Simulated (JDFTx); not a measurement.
## Sc: tune calculation

System: Sc (2 atoms in the cell).
Method: Kohn-Sham DFT of a periodic cell, PBE, PseudoDojo-SR-PBE-0.5-standard, no spin polarisation (JDFTx 1.7.0 (patched build)).

The structure derives from an entry of the Crystallography Open Database.

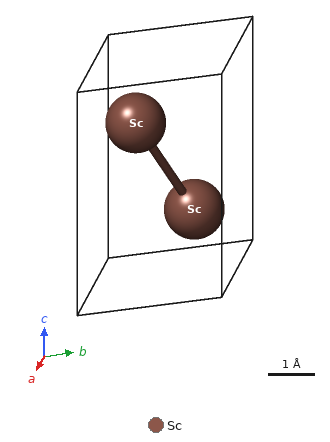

Figure 1. The input geometry (ball-and-stick view of the cell of the calculation, seen at an oblique angle). An atom can appear more than once, as a periodic image. Near neighbours in the periodic cell (some may lie outside the picture): Sc has 12 Sc at 3.26 to 3.31 Å.

### The input
```
lattice \
    6.2531037464    -3.1265518732     0.0000000000 \
    0.0000000000     5.4153466968     0.0000000000 \
    0.0000000000     0.0000000000     9.9650927730
coords-type Lattice
ion Sc     0.6666666667     0.3333333333     0.7500000000 1
ion Sc     0.3333333333     0.6666666667     0.2500000000 1

ion-species pseudo/Sc.upf
elec-cutoff 39 312
elec-ex-corr gga-PBE
kpoint-folding 9 9 5
elec-smearing Fermi 0.0018374661
elec-n-bands 17
electronic-SCF nIterations 100 energyDiffThreshold 1e-09
electronic-minimize nIterations 30 energyDiffThreshold 1e-7
forces-output-coords Cartesian

dump-name run.$VAR
dump End Ecomponents EigStats BandEigs Kpoints Forces Stress
```

Run as:
```bash
jdftx -c 8 -i Sc.in -o Sc.out
```

### Log
```
*************** JDFTx 1.7.0 (patched build) ***************

Input parsed successfully to the following command list (including defaults):
[... the input with its defaults ...]

---------- Setting up symmetries ----------

Found 24 point-group symmetries of the bravais lattice
Found 24 space-group symmetries with basis
Applied RMS atom displacement 3.61023e-10 bohrs to make symmetries exact.

---------- Initializing the Grid ----------
R =
[       6.2531     -3.12655            0  ]
[            0      5.41535            0  ]
[            0            0      9.96509  ]
unit cell volume = 337.445
G =
[    1.00481   0.580128         -0  ]
[          0    1.16026          0  ]
[          0         -0   0.630519  ]
Minimum fftbox size, Smin = [  52  52  80  ]
Chosen fftbox size, S = [  54  54  80  ]

---------- Initializing tighter grid for wavefunction operations ----------
R =
[       6.2531     -3.12655            0  ]
[            0      5.41535            0  ]
[            0            0      9.96509  ]
unit cell volume = 337.445
G =
[    1.00481   0.580128         -0  ]
[          0    1.16026          0  ]
[          0         -0   0.630519  ]
Minimum fftbox size, Smin = [  36  36  60  ]
Chosen fftbox size, S = [  36  36  60  ]

---------- Exchange Correlation functional ----------
Initalized PBE GGA exchange.
Initalized PBE GGA correlation.

---------- Setting up pseudopotentials ----------
Width of ionic core gaussian charges (only for fluid interactions / plotting) set to 0

Reading pseudopotential file 'pseudo/Sc.upf':
  'Sc' pseudopotential, 'PBE' functional
  Generated using ONCVPSP code by D. R. Hamann
  11 valence electrons, 4 orbitals, 6 projectors, 1001 radial grid points, with lMax = 2
    3S    l: 0   occupation:  2.0   eigenvalue: -2.022648
    3P    l: 1   occupation:  6.0   eigenvalue: -1.235680
    3D    l: 2   occupation:  1.0   eigenvalue: -0.118824
    4S    l: 0   occupation:  2.0   eigenvalue: -0.153727
  Core radius for overlap checks: 1.60 bohrs.

Initialized 1 species with 2 total atoms.

Folded 1 k-points by 9x9x5 to 405 k-points.

---------- Setting up k-points, bands, fillings ----------
Reduced to 36 k-points under symmetry.
Computing the number of bands and number of electrons
Calculating initial fillings.
nElectrons:  22.000000   nBands: 17   nStates: 36

----- Setting up reduced wavefunction bases (one per k-point) -----
average nbasis = 3924.126 , ideal nbasis = 3925.493

---------- Setting up ewald sum ----------
Optimum gaussian width for ewald sums = 2.474417 bohr.
Real space sum over 1521 unit cells with max indices [  6  6  4  ]
Reciprocal space sum over 2057 terms with max indices [  5  5  8  ]

---------- Allocating electronic variables ----------
Initializing wave functions:  linear combination of atomic orbitals
Sc pseudo-atom occupations:   s ( 2 2 )  p ( 6 )  d ( 1 )
	FillingsUpdate:  mu: +0.392900530  nElectrons: 22.000000
LCAOMinimize: Iter:   0  F: -93.4651781226003777  |grad|_K:  6.509e-04  alpha:  1.000e+00
	FillingsUpdate:  mu: +0.386072610  nElectrons: 22.000000
LCAOMinimize: Iter:   1  F: -93.4676628657937272  |grad|_K:  9.242e-06  alpha:  7.525e-01  linmin: -1.091e-01  cgtest:  7.859e-01
LCAOMinimize: Encountered beta<0, resetting CG.
	FillingsUpdate:  mu: +0.385996409  nElectrons: 22.000000
LCAOMinimize: Iter:   2  F: -93.4676633889340138  |grad|_K:  4.018e-07  alpha:  7.716e-01  linmin: -1.490e-03  cgtest:  1.096e-02
	FillingsUpdate:  mu: +0.385996305  nElectrons: 22.000000
LCAOMinimize: Iter:   3  F: -93.4676633901593306  |grad|_K:  2.909e-08  alpha:  9.574e-01  linmin:  1.093e-02  cgtest: -5.253e-02
LCAOMinimize: Converged (|Delta F|<1.000000e-06 for 2 iters).

-------- Electronic minimization -----------
Will mix electronic density at each iteration.
	FillingsUpdate:  mu: +0.385996305  nElectrons: 22.000000
	FillingsUpdate:  mu: +0.359147419  nElectrons: 22.000000
SCF: Cycle:  0   F: -93.531756781552289   dF: -6.409e-02   |Residual|: 1.247e-01   |deigs|: 1.427e-02
	FillingsUpdate:  mu: +0.343780110  nElectrons: 22.000000
SCF: Cycle:  1   F: -93.545041228538039   dF: -1.328e-02   |Residual|: 5.789e-02   |deigs|: 3.040e-02
	FillingsUpdate:  mu: +0.332796287  nElectrons: 22.000000
SCF: Cycle:  2   F: -93.549571745241920   dF: -4.531e-03   |Residual|: 2.290e-02   |deigs|: 2.491e-02
	FillingsUpdate:  mu: +0.336669911  nElectrons: 22.000000
SCF: Cycle:  3   F: -93.549537763656673   dF: +3.398e-05   |Residual|: 1.713e-02   |deigs|: 1.005e-02
	FillingsUpdate:  mu: +0.333816558  nElectrons: 22.000000
SCF: Cycle:  4   F: -93.549925722805398   dF: -3.880e-04   |Residual|: 1.268e-03   |deigs|: 6.494e-03
	FillingsUpdate:  mu: +0.333614805  nElectrons: 22.000000
SCF: Cycle:  5   F: -93.549960384446791   dF: -3.466e-05   |Residual|: 2.213e-03   |deigs|: 5.207e-04
	FillingsUpdate:  mu: +0.333878760  nElectrons: 22.000000
SCF: Cycle:  6   F: -93.549979192784733   dF: -1.881e-05   |Residual|: 3.955e-04   |deigs|: 6.680e-04
	FillingsUpdate:  mu: +0.333964160  nElectrons: 22.000000
SCF: Cycle:  7   F: -93.549987811644257   dF: -8.619e-06   |Residual|: 3.698e-04   |deigs|: 2.197e-04
	FillingsUpdate:  mu: +0.333923412  nElectrons: 22.000000
SCF: Cycle:  8   F: -93.549993701076914   dF: -5.889e-06   |Residual|: 1.032e-04   |deigs|: 9.371e-05
	FillingsUpdate:  mu: +0.333919528  nElectrons: 22.000000
SCF: Cycle:  9   F: -93.549997683488471   dF: -3.982e-06   |Residual|: 6.608e-05   |deigs|: 1.461e-05
	FillingsUpdate:  mu: +0.333918410  nElectrons: 22.000000
SCF: Cycle: 10   F: -93.550000403780047   dF: -2.720e-06   |Residual|: 6.210e-05   |deigs|: 1.093e-05
	FillingsUpdate:  mu: +0.333901873  nElectrons: 22.000000
SCF: Cycle: 11   F: -93.550002571898688   dF: -2.168e-06   |Residual|: 8.846e-05   |deigs|: 3.685e-05
	FillingsUpdate:  mu: +0.333899450  nElectrons: 22.000000
SCF: Cycle: 12   F: -93.550003911323515   dF: -1.339e-06   |Residual|: 1.090e-04   |deigs|: 7.068e-06
	FillingsUpdate:  mu: +0.333899216  nElectrons: 22.000000
SCF: Cycle: 13   F: -93.550005469923747   dF: -1.559e-06   |Residual|: 1.115e-04   |deigs|: 4.801e-06
	FillingsUpdate:  mu: +0.333896609  nElectrons: 22.000000
SCF: Cycle: 14   F: -93.550006302977138   dF: -8.331e-07   |Residual|: 1.335e-04   |deigs|: 6.575e-06
	FillingsUpdate:  mu: +0.333899559  nElectrons: 22.000000
SCF: Cycle: 15   F: -93.550006699871275   dF: -3.969e-07   |Residual|: 1.271e-04   |deigs|: 7.200e-06
	FillingsUpdate:  mu: +0.333905449  nElectrons: 22.000000
SCF: Cycle: 16   F: -93.550007027586133   dF: -3.277e-07   |Residual|: 1.051e-04   |deigs|: 1.395e-05
	FillingsUpdate:  mu: +0.333906636  nElectrons: 22.000000
SCF: Cycle: 17   F: -93.550007250856012   dF: -2.233e-07   |Residual|: 1.007e-04   |deigs|: 3.434e-06
	FillingsUpdate:  mu: +0.333908255  nElectrons: 22.000000
SCF: Cycle: 18   F: -93.550007417806469   dF: -1.670e-07   |Residual|: 8.628e-05   |deigs|: 4.193e-06
	FillingsUpdate:  mu: +0.333909449  nElectrons: 22.000000
SCF: Cycle: 19   F: -93.550007527512491   dF: -1.097e-07   |Residual|: 7.912e-05   |deigs|: 3.339e-06
	FillingsUpdate:  mu: +0.333918150  nElectrons: 22.000000
SCF: Cycle: 20   F: -93.550007609457481   dF: -8.194e-08   |Residual|: 5.931e-05   |deigs|: 1.803e-05
	FillingsUpdate:  mu: +0.333919052  nElectrons: 22.000000
SCF: Cycle: 21   F: -93.550007665048298   dF: -5.559e-08   |Residual|: 6.083e-05   |deigs|: 2.112e-06
	FillingsUpdate:  mu: +0.333918322  nElectrons: 22.000000
SCF: Cycle: 22   F: -93.550007710562610   dF: -4.551e-08   |Residual|: 6.137e-05   |deigs|: 1.894e-06
	FillingsUpdate:  mu: +0.333921862  nElectrons: 22.000000
SCF: Cycle: 23   F: -93.550007735528098   dF: -2.497e-08   |Residual|: 1.064e-04   |deigs|: 1.380e-05
	FillingsUpdate:  mu: +0.333925823  nElectrons: 22.000000
SCF: Cycle: 24   F: -93.550007750238791   dF: -1.471e-08   |Residual|: 1.201e-04   |deigs|: 8.286e-06
	FillingsUpdate:  mu: +0.333920696  nElectrons: 22.000000
SCF: Cycle: 25   F: -93.550007769761592   dF: -1.952e-08   |Residual|: 9.609e-05   |deigs|: 1.221e-05
	FillingsUpdate:  mu: +0.333922375  nElectrons: 22.000000
SCF: Cycle: 26   F: -93.550007777389368   dF: -7.628e-09   |Residual|: 1.138e-04   |deigs|: 3.669e-06
	FillingsUpdate:  mu: +0.333897007  nElectrons: 22.000000
SCF: Cycle: 27   F: -93.550007771287753   dF: +6.102e-09   |Residual|: 1.602e-04   |deigs|: 6.500e-05
	FillingsUpdate:  mu: +0.333915245  nElectrons: 22.000000
SCF: Cycle: 28   F: -93.550007797375216   dF: -2.609e-08   |Residual|: 2.234e-05   |deigs|: 4.577e-05
	FillingsUpdate:  mu: +0.333920390  nElectrons: 22.000000
SCF: Cycle: 29   F: -93.550007799850093   dF: -2.475e-09   |Residual|: 4.834e-05   |deigs|: 1.276e-05
	FillingsUpdate:  mu: +0.333919512  nElectrons: 22.000000
SCF: Cycle: 30   F: -93.550007803494367   dF: -3.644e-09   |Residual|: 4.306e-05   |deigs|: 2.501e-06
	FillingsUpdate:  mu: +0.333913060  nElectrons: 22.000000
SCF: Cycle: 31   F: -93.550007807194532   dF: -3.700e-09   |Residual|: 1.782e-05   |deigs|: 1.617e-05
	FillingsUpdate:  mu: +0.333910349  nElectrons: 22.000000
SCF: Cycle: 32   F: -93.550007808081986   dF: -8.875e-10   |Residual|: 3.779e-05   |deigs|: 6.559e-06
	FillingsUpdate:  mu: +0.333913280  nElectrons: 22.000000
SCF: Cycle: 33   F: -93.550007810164800   dF: -2.083e-09   |Residual|: 1.473e-05   |deigs|: 7.292e-06
	FillingsUpdate:  mu: +0.333913457  nElectrons: 22.000000
SCF: Cycle: 34   F: -93.550007811204082   dF: -1.039e-09   |Residual|: 1.104e-05   |deigs|: 5.356e-07
	FillingsUpdate:  mu: +0.333913631  nElectrons: 22.000000
SCF: Cycle: 35   F: -93.550007811984926   dF: -7.808e-10   |Residual|: 7.702e-06   |deigs|: 5.738e-07
	FillingsUpdate:  mu: +0.333913860  nElectrons: 22.000000
SCF: Cycle: 36   F: -93.550007812542574   dF: -5.576e-10   |Residual|: 4.592e-06   |deigs|: 6.420e-07
SCF: Converged (|Delta E|<1.000000e-09 for 2 iters).

Setting wave functions to eigenvectors of Hamiltonian

# Stress tensor in Cartesian coordinates [Eh/a0^3]:
[   6.2841e-06            0            0  ]
[            0   6.2841e-06            0  ]
[            0            0  5.77041e-05  ]

# Ionic positions in lattice coordinates:
ion Sc   0.666666666666667   0.333333333333333   0.750000000000000 1
ion Sc   0.333333333333333   0.666666666666667   0.250000000000000 1

# Forces in Cartesian coordinates:
force Sc   0.000000000000000   0.000000000000000   0.000000000000000 1
force Sc  -0.000000000000000  -0.000000000000000   0.000000000000000 1

# Energy components:
   Eewald =      -63.2377815362983284
       EH =       21.2017654237286237
     Eloc =      -78.8005133964150986
      Enl =        4.7400293395238622
      Exc =      -16.1679981067539487
 Exc_core =        3.2395683656889660
       KE =       35.4762481170681170
-------------------------------------
     Etot =      -93.5486817934578028
       TS =        0.0013260190847656
-------------------------------------
        F =      -93.5500078125425745

IonicMinimize: Iter:   0  F: -93.550007812542574  |grad|_K:  1.109e-35
IonicMinimize: Converged (|grad|_K<1.000000e-04).

#--- Lowdin population analysis ---
# oxidation-state Sc +0.137 +0.137

Dumping 'run.eigStats' ...
	eMin: -1.484021 at state 0 ( [ +0.000000 +0.000000 +0.000000 ] spin 0 )
	HOMO: +0.333607 at state 23 ( [ +0.111111 +0.333333 +0.400000 ] spin 0 )
	mu  : +0.333914
	LUMO: +0.334038 at state 16 ( [ +0.111111 +0.111111 +0.200000 ] spin 0 )
	eMax: +0.474103 at state 12 ( [ +0.000000 +0.444444 +0.000000 ] spin 0 )
	HOMO-LUMO gap: +0.000431
	Optical gap  : +0.004082 at state 14 ( [ +0.000000 +0.444444 +0.400000 ] spin 0 )
Done!
```

### Results in brief

| quantity | value |
| --- | --- |
| outcome | converged |
| space group (tolerance 0.01 Å) | P6₃/mmc (194) |
| electrons treated | 22 |
| free energy | −2545.6254 eV |
| Fermi energy | 9.086 eV |
| gap on the k-point mesh | none (metallic) |
| pressure | −0.69 GPa |
| largest force (length of the vector) | under 0.001 eV/Å |
| hardware | 8 threads of Arm Neoverse N1, 90 GiB of memory available, host not shared |
| wall time | 2.8 min (CPU time 9.1 min) |
| peak memory | 0.2 GiB |
